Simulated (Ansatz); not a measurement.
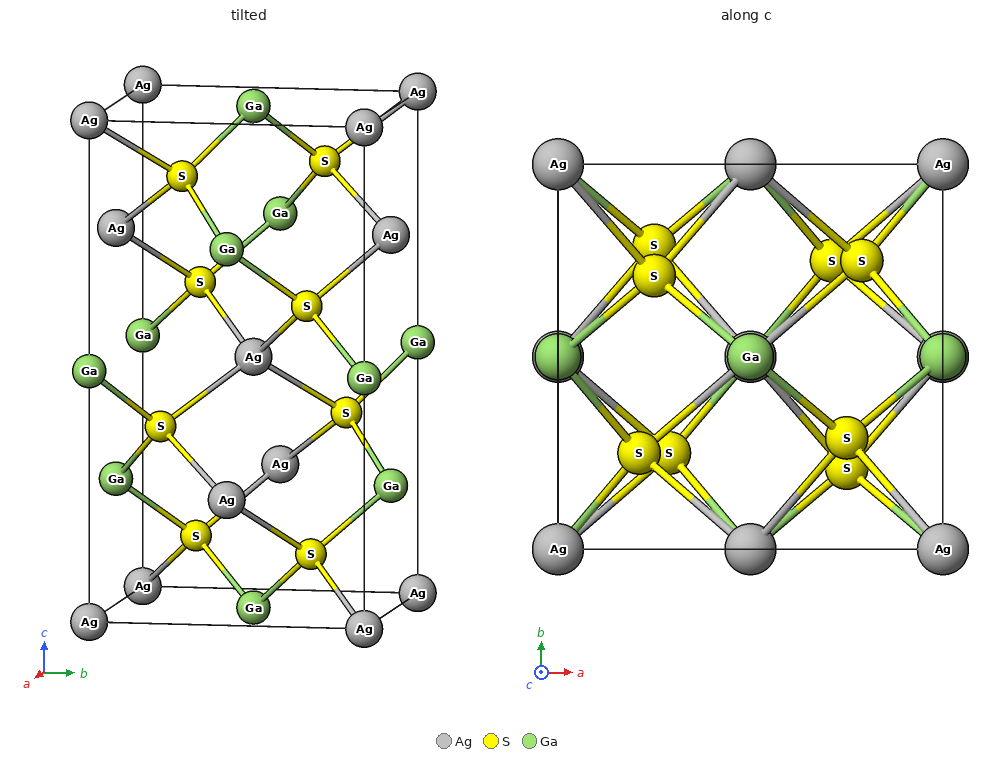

Structure drawing (ball-and-stick), viewed slightly off an axis and along the c axis. Atoms at the boundary of the conventional unit cell (the box) are drawn once for each face, edge or corner they touch.

GaAgS₂, chalcopyrite, space group I-42d (No. 122), a = 5.756 Å, b = 5.756 Å, c = 10.393 Å, α = 90.00°, β = 90.00°, γ = 90.00°. The cell started as a structure type filled with these elements by a generator (whether the compound takes this form wasn't checked). Earlier steps of the study may have refined or changed the cell and positions. Ansatz was used for an electronic-structure calculation on it.

This one geometry was computed with Ansatz (DFT, plane waves, PAW) at six levels of theory: PBE0, LDA, PBE with spin-orbit coupling, PBE, dielectric-dependent PBE0 (fraction 1/eps_inf of PBE) and r2SCAN. It was relaxed beforehand with r2SCAN.

### Which level gives the highest pressure at this volume, and what does that say about its equilibrium volume?

Highest: PBE with spin-orbit coupling (2.0 GPa) and PBE (2.0 GPa), which points to the largest equilibrium volume. Lowest, with the smallest volume: LDA (-3.9 GPa). Levels within 0.5 GPa of each other can't be told apart.

### How does the band gap change with the level of theory?

LDA: a gap of 0.87 eV, direct; PBE with spin-orbit coupling: a gap of 1.08 eV, direct; PBE: a gap of 1.09 eV, direct; r2SCAN: a gap of 1.57 eV, direct; dielectric-dependent PBE0 (fraction 1/eps_inf of PBE): a gap of 2.10 eV, direct; PBE0: a gap of 2.91 eV, direct.

### Collect the results in a table.

| level | cutoff (eV) | k-mesh of the run's cell | gap (eV) | pressure (GPa) |
| --- | --- | --- | --- | --- |
| PBE0 | 420 | 4×4×4 | 2.91 | 0.5 |
| LDA | 420 | 6×6×6 | 0.87 | -3.9 |
| PBE with spin-orbit coupling | 420 | 6×6×6 | 1.08 | 2.0 |
| PBE | 420 | 6×6×6 | 1.09 | 2.0 |
| dielectric-dependent PBE0 (fraction 1/eps_inf of PBE) | 420 | 4×4×4 | 2.10 | 1.2 |
| r2SCAN | 500 | 6×6×6 | 1.57 | 0.0 |

Gaps are taken on the k-mesh or band path of each run.
